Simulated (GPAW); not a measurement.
**GaN (P6_3mc): refractive index against wavelength**

The refractive index of GaN (P6_3mc) along x below the direct gap (2.02 eV on the mesh) is read from one computed spectrum, n = √(Re ε). x, y and z are the Cartesian axes of the input cell.

It takes space group P6_3mc (No. 186, hexagonal). Conventional cell: a = 3.180 Å, b = 3.180 Å, c = 5.166 Å, α = 90.00°, β = 90.00°, γ = 120.00°. Ga on site b is surrounded by 4 N at 1.94 to 1.95 Å. Around N on site b lie 4 Ga at 1.94 to 1.95 Å.

Method: GPAW 26.7.0, PBE, RPA, k-mesh 12×12×7, local fields up to 70 eV, Lorentzian half width 0.12 eV.

Launch of the response step: `OMP_NUM_THREADS=1 python df.py`. The run took 2.3 min, its band step included, on 1 thread of Arm Neoverse V1, on a shared host.

```tsv
wavelength (nm)	photon energy E (eV)	n
3000	0.413	2.3391
2000	0.620	2.3457
1550	0.800	2.3540
1310	0.946	2.3627
1064	1.165	?
```

In the single-oscillator model n² − 1 = E₀E_d/(E₀² − E²), so 1/(n² − 1) = E₀/E_d − E²/(E₀E_d) is linear in E².

Working, on the rows shown:

| x = E² (eV²) | y = 1/(n² − 1) |
| --- | --- |
| 0.170801 | 0.223644 |
| 0.384302 | 0.222108 |
| 0.639837 | 0.2202 |
| 0.895757 | 0.218229 |

Means: x̄ = 0.52267, ȳ = 0.22105. Σ(x − x̄)(y − ȳ) = -0.002211, Σ(x − x̄)² = 0.2959. Slope = -0.002211 / 0.2959 = -0.007474; intercept = ȳ − slope · x̄ = 0.22495. Turned back into n, the line misses the rows shown by at most 0.00013.

Problem. What does the fit predict for the withheld row, and how well does it do?

Solution. At x = 1.3578 the line gives y = 0.2148, that is 2.3781. The run gave 2.3797, so the extrapolation is off by 0.0016, 4 % of the range in the table.

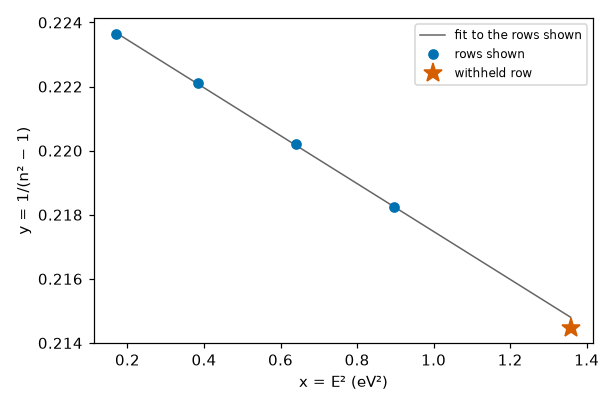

Refitted with all rows, the slope is -0.007746 and the intercept 0.22507. These give E₀ = √(intercept/−slope) = 5.39 eV and E_d = E₀/intercept = 23.9 eV; E₀ is 2.7 times the direct gap. The electronic limit at long wavelengths, without lattice vibrations, is n = √(1 + 1/intercept) = 2.333. The cell comes from an older database entry, whose edges can be off by a per cent or so. Excitons are left out; PBE gaps are as a rule too small. The values come from a sum over the points of one k-mesh and carry its error, which grows as the direct gap shrinks. Spin-orbit coupling is left out.

[Logs are printed without paths, hosts, clocks, repeated set-up lines and the standing remarks that a program may print on its own settings, such as how far it seeks lower states.]
